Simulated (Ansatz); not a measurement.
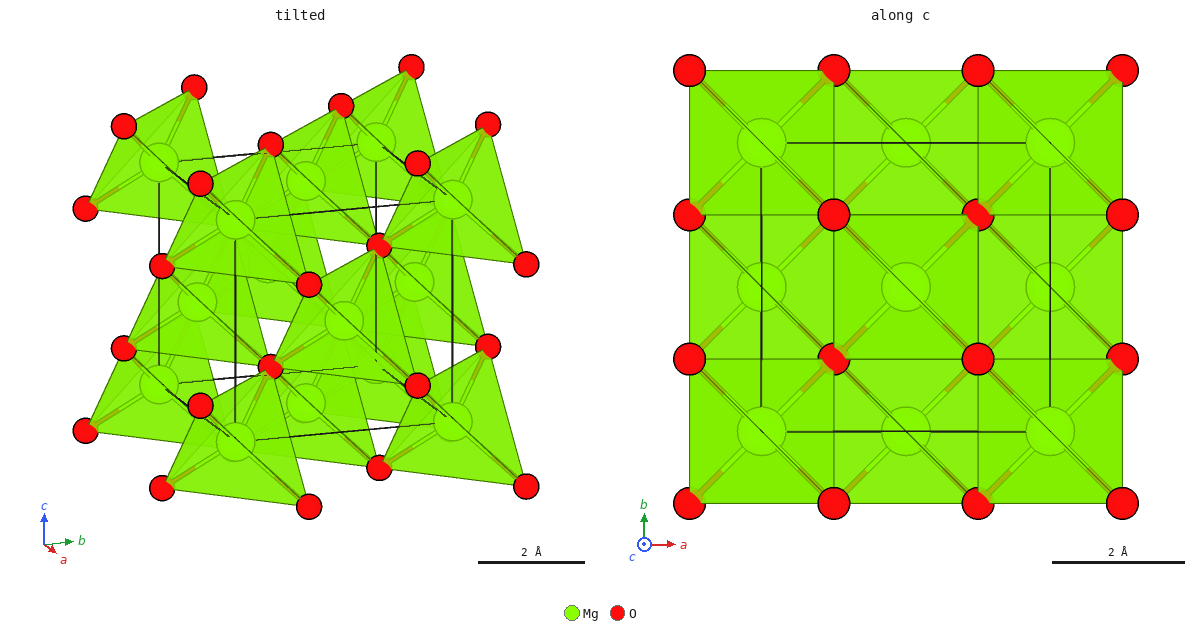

The image is a polyhedral drawing of a crystal, viewed slightly off an axis and along the c axis. The conventional unit cell is drawn as a box. Some atoms of the next cells are drawn as well.

MgO, zinc blende (sphalerite type), space group F-43m (No. 216), a = 4.381 Å, b = 4.381 Å, c = 4.381 Å, α = 90.00°, β = 90.00°, γ = 90.00°. The structure was taken from a structure type filled with these elements by a generator (whether the compound takes this form wasn't checked). The cell was then strained or its atoms displaced on purpose. It went into a calculation with Ansatz.

This one geometry was computed with Ansatz (DFT, plane waves, PAW) at three levels of theory: r2SCAN, PBE and HSE06. It was relaxed with r2SCAN and then strained.

Q: Which level gives the highest pressure at this volume, and what does that say about its equilibrium volume?

A: Highest: PBE (24.0 GPa), which points to the largest equilibrium volume. Lowest, with the smallest volume: r2SCAN (19.7 GPa) and HSE06 (19.7 GPa). Levels within 0.5 GPa of each other can't be told apart.

Q: How does the band gap change with the level of theory?

A: PBE: a gap of 4.39 eV, direct; r2SCAN: a gap of 5.11 eV, direct; HSE06: a gap of 6.08 eV, direct.

Q: Collect the results in a table.

A:
| level | cutoff (eV) | k-mesh of the run's cell | gap (eV) | pressure (GPa) |
| --- | --- | --- | --- | --- |
| r2SCAN | 500 | 10×10×10 | 5.11 | 19.7 |
| PBE | 420 | 10×10×10 | 4.39 | 24.0 |
| HSE06 | 420 | 6×6×6 | 6.08 | 19.7 |

Gaps are taken on the k-mesh or band path of each run.
